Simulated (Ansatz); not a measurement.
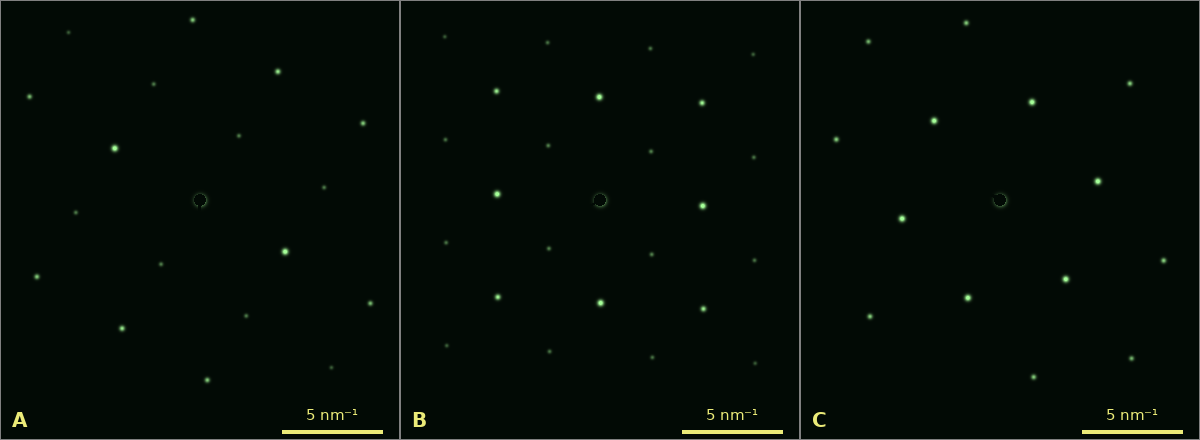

Kinematic zone-axis patterns, calculated for 120 keV electrons with B = 0.5 Å².

All three come from CoSi, space group P4/mmm (No. 123), a = 2.84 Å, c = 2.66 Å. Structure: the geometry relaxed with DFT PBE, scalar-relativistic, plane waves, PAW in Ansatz; the starting structure was generated, so it need not be a known form of this composition.

Question: Assign the zone axes [100], [110], [111] to A, B and C.

Answer: A is [110]: rectangular net of 0 0 1 at d = 2.66 Å and 1 -1 0 at d = 2.01 Å, at 90.0°. B is [100]: rectangular net of 0 1 0 at d = 2.84 Å and 0 0 1 at d = 2.66 Å, at 90.0°. C is [111]: centred rectangular net of -1 1 0 at d = 2.01 Å and -1 0 1 at d = 1.94 Å, at 61.1°.
